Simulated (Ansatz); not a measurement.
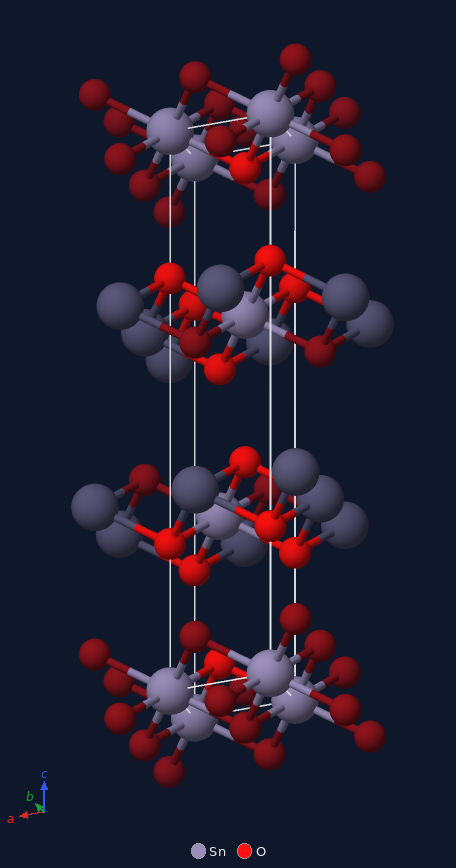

The crystal in a ball-and-stick representation, seen from a general direction. The wireframe shows the conventional unit cell. Bonds that leave the box are completed with the atoms at their other ends, in fainter colours.

SnO2, space group R-3m (No. 166), a = 3.23 Å, b = 3.23 Å, c = 13.97 Å, α = 90.00°, β = 90.00°, γ = 120.00°.

All computed values are from DFT PBEsol, scalar-relativistic, plane waves, PAW in Ansatz 0.2.0. Settings: a 420 eV plane-wave basis, k-points about 0.19 Å⁻¹ apart, Gaussian smearing of 0.05 eV, no spin polarisation.

**What is the electronic character?**

A semiconductor at this level, with a gap of 1.85 eV on the k-mesh (the true edges may lie between mesh points, so the gap can be somewhat smaller).

**What is the computed pressure?**

The computed pressure is -2.7 GPa (stretched: it would shrink). The stress isn't hydrostatic: its largest component is 3.6 GPa.

Starting structure: a structure listed in the Materials Project. The cell was then strained or its atoms displaced on purpose. It went into a calculation with Ansatz.
